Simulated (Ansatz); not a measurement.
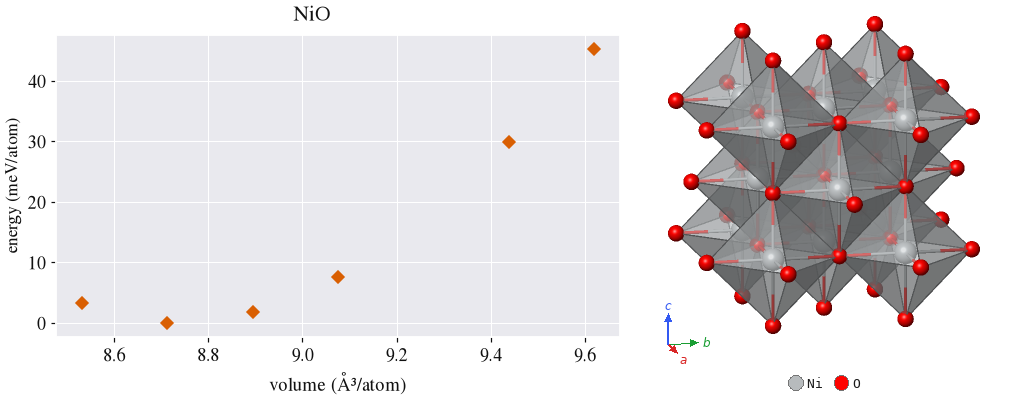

The plot gives the computed energy against volume for NiO, space group Fm-3m (No. 225). The conventional cell is drawn beside the plot.

Starting cell:
```xyz
2
Lattice="0.0000 2.0859 2.0859 2.0859 0.0000 2.0859 2.0859 2.0859 0.0000" Properties=species:S:1:pos:R:3 pbc="T T T"
Ni    0.0000    0.0000    0.0000
O     2.0859    2.0859    2.0859
```

Calculation (Ansatz 0.2.0): all-electron LAPW DFT, collinear spins; energies at scaled volumes of the given cell, shape and fractions fixed, counted from the fit's minimum, third-order Birch-Murnaghan fit. Level: PBEsol, collinear spin.

- k mesh: 11×11×11
- occupations: Fermi–Dirac
- smearing width: 0.05 eV
- potentials: all electron LAPW, scalar relativistic
- program settings: basis error eV/atom 0.0005

The point at volume 9.2572 Å³/atom is left out of the plot. What does the calculation give there?

```json
{"volume (Å³/atom)": "9.2572", "energy (meV/atom)": "17.14"}
```
